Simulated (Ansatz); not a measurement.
Given this structure:

```yaml
crystal:
  lattice:
    - [4.11726, 0.00000, 0.00000]
    - [0.00000, 4.11726, 0.00000]
    - [0.00000, 0.00000, 5.38278]
  atoms:
    - { symbol: Al, position: [0.00000, 0.50000, 0.25000] }
    - { symbol: Al, position: [0.50000, 0.00000, 0.25000] }
    - { symbol: Cu, position: [0.00000, 0.00000, 0.00000] }
    - { symbol: Al, position: [0.50000, 0.00000, 0.75000] }
    - { symbol: Al, position: [0.00000, 0.50000, 0.75000] }
    - { symbol: Cu, position: [0.50000, 0.50000, 0.50000] }
```

Interpret the file: composition, symmetry and coordination.

The material is Al$_{2}$Cu. Space group I4/mmm (No. 139), lattice body-centred tetragonal. Content of the cell: 4 Al, 2 Cu (Z = 2). Al is coordinated by four Cu and two Al (2.46 Å to Cu, 2.69 Å to Al). Each Cu atom is coordinated by eight Al in a cubic arrangement at 2.46 Å. The bonds build a three-dimensional framework.

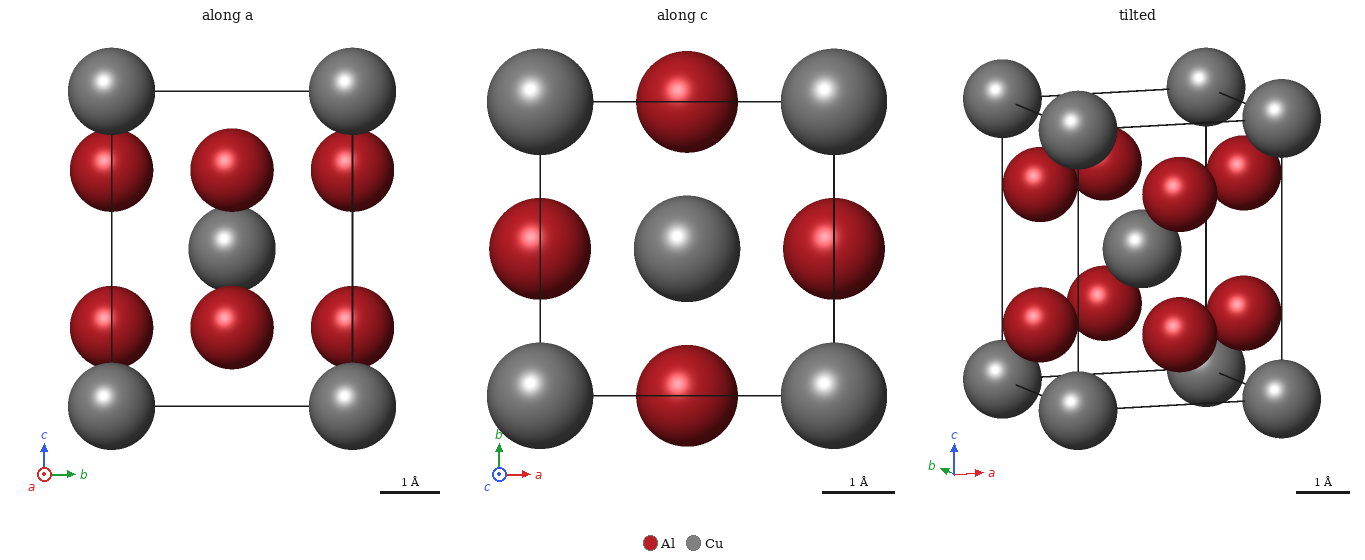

The image is a spheres-only drawing of a crystal, viewed along the a axis, along the c axis and slightly off an axis. The edges of the conventional unit cell are marked. Colours: aluminium red, copper grey.

The cell started as a structure listed in the Materials Project. It was relaxed with DFT PBEsol, scalar-relativistic, plane waves, PAW in Ansatz 0.2.0 under a constraint or pressure on the cell, so some stress remains.
